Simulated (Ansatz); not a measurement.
## CdF2: a changed input and its effect

System: CdF2 (Fm-3m, 3 atoms in the cell).
Method of run 1: DFT PBE, scalar-relativistic, plane waves, PAW, no spin polarisation (Ansatz 0.2.0).

The structure was made by a generator, so it may or may not be a known phase. Text and figures count atoms from 1; the logs count them from 0 in places.

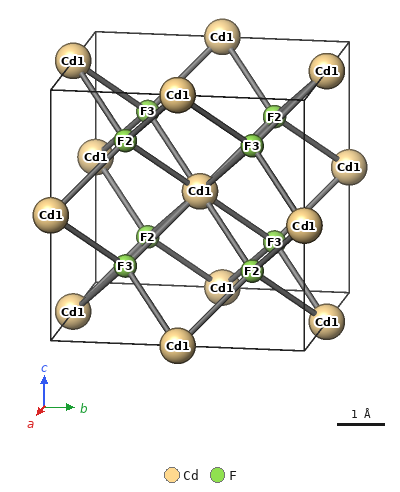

Figure 1. The structure as given in the input (ball-and-stick view of the cell 4 times as large as that of the calculation, set on its symmetry axes, seen slightly off an axis; atoms are numbered from 1 in the order of the input). An atom can appear more than once, as a periodic image. Near neighbours in the periodic cell (some may lie outside the picture): Cd has 8 F at 2.37 Å; F has 4 Cd at 2.37 Å.

**The input, run 1**
```yaml
crystal:
  lattice:
    - [0.0, 2.7406778771, 2.7406778771]
    - [2.7406778771, 0.0, 2.7406778771]
    - [2.7406778771, 2.7406778771, 0.0]
  atoms:
    - { symbol: Cd, position: [0.5, 0.5, 0.5] }
    - { symbol: F, position: [0.25, 0.25, 0.25] }
    - { symbol: F, position: [0.75, 0.75, 0.75] }
basis:
  ecutwfc: 420
kpoints:
  mp_grid: { grid: [8, 8, 8] }
  band_path:
    path:
      - [[0.0, 0.0, 0.0], [0.5, 0.0, 0.5], [0.625, 0.25, 0.625]]
      - [[0.375, 0.375, 0.75], [0.0, 0.0, 0.0], [0.5, 0.5, 0.5], [0.5, 0.25, 0.75], [0.5, 0.0, 0.5]]
    npoints: 14
hamiltonian:
  xc: pbe
scf:
  occupations: { method: gaussian, width: 0.02 }
  n_extra_bands: 7
output:
  forces: true
  stress: true
  eigenvalues: true
  populations: true
  dos: { projected: true, de: 0.02, nscf_kmesh: { grid: [12, 12, 12] } }
  bader: true
```

Command:
```bash
ansatz run input.yaml --threads 1 --pin off --max-ram 2560MiB --backend cpu --events-out ev --progress --plain --runs-dir out
```

Hardware: 1 thread of Intel Xeon @ 2.70GHz, 189 GiB of memory available, shared host.

**Output, shortened to warnings, some set-up lines, iterations and results (run 1)**
```
Basis set: ecut = 420 eV, 821 PW (Γ), exchange–correlation on 54×54×54 points (8 copies of the dense FFT grid, shifted against one another)
Symmetry: 48 space group operations
k-points: 29 of 512
Initial density: superposition of atomic densities (neutral atoms: chi_scale 0, normalization atom), corrected by the library's trained network
[...]
SCF iter   1: F=—  HF=-9872.168443 eV  |F-HF|=—  |Δ(HF+E_count)|=         —  Δρ=4.67e-4  dr2=1.53e-5  ethr=1.77e-3  ⟨swp⟩=5.2  Hψ=3035  notcnv=0
SCF iter   2: F=—  HF=-9872.169087 eV  |F-HF|=—  |Δ(HF+E_count)|=   6.44e-4  Δρ=2.60e-4  dr2=7.81e-6  ethr=4.50e-8  ⟨swp⟩=3.0  Hψ=1746  notcnv=0  defer=37
SCF iter   3: F=—  HF=-9872.169166 eV  |F-HF|=—  |Δ(HF+E_count)|=   7.96e-5  Δρ=1.62e-4  dr2=4.28e-6  ethr=2.30e-8  ⟨swp⟩=2.0  Hψ=1005  notcnv=0  defer=37
SCF iter   4: F=—  HF=-9872.169180 eV  |F-HF|=—  |Δ(HF+E_count)|=   1.40e-5  Δρ=4.10e-5  dr2=2.18e-7  ethr=1.26e-8  ⟨swp⟩=2.0  Hψ=839  notcnv=0  defer=37
SCF iter   5: F=-9872.169182 eV  HF=-9872.169182 eV  |F-HF|=4.71e-10  |Δ(HF+E_count)|=   1.88e-6  Δρ=6.01e-6  dr2=1.08e-8  ethr=6.41e-10  ⟨swp⟩=2.0  Hψ=1005  notcnv=0  …
SCF iter   6: F=-9872.169182 eV  HF=-9872.169182 eV  |F-HF|=4.37e-10  |Δ(HF+E_count)|=   4.51e-9  Δρ=2.06e-6  dr2=7.64e-10  ethr=3.17e-11  ⟨swp⟩=5.4  Hψ=2542  notcnv=0
SCF 1 converged in 6 iterations: F = -9872.169182 eV  dr2 = 7.64e-10
NSCF: frozen V_eff on 86 k-points
NSCF: frozen V_eff on 72 k-points
SCF converged after 6 iterations
Free energy (F): -9872.169182 eV
Harris-Foulkes:  -9872.169182 eV  (|F-HF|=4.37e-10)
Internal energy: -9872.169182 eV  (E = F + TS)
E sigma→0 (E₀):  -9872.169182 eV
Fermi energy:    7.141870 eV
--- Per-component energies (eV) ---
  E_band       = -505.360308
  E_kinetic    = 917.063637
  E_local      = -4338.378599  (includes V_loc(G=0)·N_el)
  E_nonlocal   = 183.928602
  E_hartree    = 1916.896627
  E_xc         = -334.808360
  E_vxc        = -424.102635  (∫ρ·V_xc dr)
  E_paw        = -4487.633635  (= ΣΔE_a)
  E_vpaw       = -677.669349  (= ΣTr[D̂ρ^β])
  E_aug_tail   = 0.004080  (compensation charges beyond the density's cutoff)
  E_ewald      = -3729.241534
  E_smearing   = -0.000000  (= −TS)
  E_closure    = 0.000000  (closes the sum)
  Σ components = -9872.169182   (vs F -9872.169182, Δ=0.00e0)
--- Forces (eV/Å), atoms counted from 1 ---
  atom   1  Cd     0.00000000    -0.00000000     0.00000000
  atom   2  F     -0.00000000     0.00000000    -0.00000000
  atom   3  F     -0.00000000     0.00000000     0.00000000
  max |Σ_I F_I| component: 9.25e-18 eV/Å
--- Stress (GPa, compression-positive) ---
        0.008202       0.000000      -0.000000
        0.000000       0.008202      -0.000000
       -0.000000       0.000000       0.008202
  P = ⅓ Tr σ = 0.0082 GPa (0.082 kbar)
--- Löwdin populations: 3 sites ---
  site symbol       q [e]
     0     Cd     18.4535
     1      F      7.7051
     2      F      7.7051
  spilling = 0.004011 (of n_electrons = 34.000000)
--- Bader charges: 3 sites ---
  site symbol  charge [e]  shift [e]
     0     Cd      1.4770     0.0024
     1      F     -0.7385     0.0012
     2      F     -0.7385     0.0012
  estimated error of the sums over rays = 9.7e-5 e
```

The input of run 2 differs as follows (lines with − go, lines with + come):
```diff
-  ecutwfc: 420
+  ecutwfc: 500
-  xc: pbe
+  xc: r2scan
+  write_density: true
+  write_potential: true
+  elf: true
+  volumetric_format: npy
```

Predict how the results change.

The total energies belong to different methods, so their difference says nothing on which is more stable or more accurate. The gap on the mesh goes from 2.92 to 3.60 eV. The pressure goes from 0.01 to −5.12 GPa. The functional changes from PBE to r2SCAN. The SCF takes 7 iterations against 6. The plane waves at Γ go from 821 to 1037.

**Output, shortened to warnings, some set-up lines, iterations and results (run 2)**
```
Basis set: ecut = 500 eV, 1037 PW (Γ), exchange–correlation on 120×120×120 points (64 copies of the dense FFT grid, shifted against one another)
Symmetry: 48 space group operations
k-points: 29 of 512
Initial density: superposition of atomic densities (neutral atoms: chi_scale 0, normalization atom), corrected by the library's trained network
[...]
SCF iter   1: F=—  HF=-9889.317997 eV  |F-HF|=—  |Δ(HF+E_count)|=         —  Δρ=1.08e-2  dr2=3.87e-2  dr2_τ=7.24e-2  ethr=1.77e-3  ⟨swp⟩=5.2  Hψ=3056  notcnv=0
SCF iter   2: F=—  HF=-9889.344287 eV  |F-HF|=—  |Δ(HF+E_count)|=   2.63e-2  Δρ=6.60e-3  dr2=5.80e-3  dr2_τ=1.86e-3  ethr=1.14e-4  ⟨swp⟩=2.4  Hψ=1456  notcnv=0  defer=64
SCF iter   3: F=—  HF=-9889.343537 eV  |F-HF|=—  |Δ(HF+E_count)|=   7.50e-4  Δρ=2.41e-3  dr2=1.03e-3  dr2_τ=2.63e-4  ethr=1.71e-5  ⟨swp⟩=2.1  Hψ=1128  notcnv=0  defer=64
SCF iter   4: F=—  HF=-9889.343582 eV  |F-HF|=—  |Δ(HF+E_count)|=   4.56e-5  Δρ=7.23e-4  dr2=1.06e-4  dr2_τ=1.34e-5  ethr=3.02e-6  ⟨swp⟩=1.5  Hψ=760  notcnv=0  defer=64
SCF iter   5: F=—  HF=-9889.343574 eV  |F-HF|=—  |Δ(HF+E_count)|=   8.27e-6  Δρ=1.11e-4  dr2=2.88e-6  dr2_τ=5.41e-7  ethr=3.13e-7  ⟨swp⟩=3.0  Hψ=1179  notcnv=0  defer=64
SCF iter   6: F=—  HF=-9889.343571 eV  |F-HF|=—  |Δ(HF+E_count)|=   2.94e-6  Δρ=3.32e-5  dr2=3.73e-7  dr2_τ=2.83e-8  ethr=8.47e-9  ⟨swp⟩=2.3  Hψ=1019  notcnv=0  defer=64
SCF iter   7: F=-9889.343571 eV  HF=-9889.343571 eV  |F-HF|=5.05e-9  |Δ(HF+E_count)|=   2.71e-8  Δρ=5.36e-6  dr2=8.98e-9  dr2_τ=6.39e-10  ethr=2.94e-10  ⟨swp⟩=11.3  Hψ=4130  …
SCF 1 converged in 7 iterations: F = -9889.343571 eV  dr2 = 8.98e-9
NSCF: frozen V_eff on 86 k-points
NSCF: frozen V_eff on 72 k-points
SCF converged after 7 iterations
Free energy (F): -9889.343571 eV
Harris-Foulkes:  -9889.343571 eV  (|F-HF|=5.05e-9)
Internal energy: -9889.343571 eV  (E = F + TS)
E sigma→0 (E₀):  -9889.343571 eV
Fermi energy:    6.925671 eV
--- Per-component energies (eV) ---
  E_band       = -544.293152
  E_kinetic    = 920.586914
  E_local      = -4344.482040  (includes V_loc(G=0)·N_el)
  E_nonlocal   = 183.885833
  E_hartree    = 1921.543156
  E_xc         = -325.486859
  E_vxc        = -475.571671  (∫ρ·V_xc dr)
  E_paw        = -4515.523707  (= ΣΔE_a)
  E_vpaw       = -705.530201  (= ΣTr[D̂ρ^β])
  E_aug_tail   = 0.002219  (compensation charges beyond the density's cutoff)
  E_vtau       = 33.732862  (kinetic-family band-sum trace: ∫τ·v_τ [+ j·A + Jᵃ·Aᵃ] dr)
  E_ewald      = -3729.241534
  E_core_change = -0.627554  (= ΣΔE_core)
  E_smearing   = -0.000000  (= −TS)
  E_closure    = 0.000000  (closes the sum)
  Σ components = -9889.343571   (vs F -9889.343571, Δ=0.00e0)
--- Forces (eV/Å), atoms counted from 1 ---
  atom   1  Cd     0.00000000    -0.00000000     0.00000000
  atom   2  F      0.00000000    -0.00000000    -0.00000000
  atom   3  F     -0.00000000    -0.00000000    -0.00000000
  max |Σ_I F_I| component: 6.94e-18 eV/Å
--- Stress (GPa, compression-positive) ---
       -5.123371       0.000000      -0.000000
       -0.000000      -5.123371      -0.000000
        0.000000       0.000000      -5.123371
  P = ⅓ Tr σ = -5.1234 GPa (-51.234 kbar)
--- Löwdin populations: 3 sites ---
  site symbol       q [e]
     0     Cd     18.4082
     1      F      7.7321
     2      F      7.7321
  spilling = 0.003756 (of n_electrons = 34.000000)
--- Bader charges: 3 sites ---
  site symbol  charge [e]  shift [e]
     0     Cd      1.5362     0.0022
     1      F     -0.7681     0.0011
     2      F     -0.7681     0.0011
  estimated error of the sums over rays = 5.8e-5 e
```

**The two runs side by side**

| quantity | run 1 | run 2 |
| --- | --- | --- |
| outcome | converged | converged |
| free energy per atom (eV) | −3290.7231 | −3296.4479 |
| gap on the mesh (eV) | 2.92 | 3.60 |
| pressure (GPa) | 0.01 | −5.12 |
| largest force (eV/Å) | 0.000 | 0.000 |
| SCF iterations | 6 | 7 |
| irreducible k-points | 29 | 29 |
| plane waves at Γ | 821 | 1037 |
| wall time (shared host) | 18 s | 24 s |

For run 2: The cell is under a tension of 5.1 GPa at this level, so it is not at its equilibrium volume.
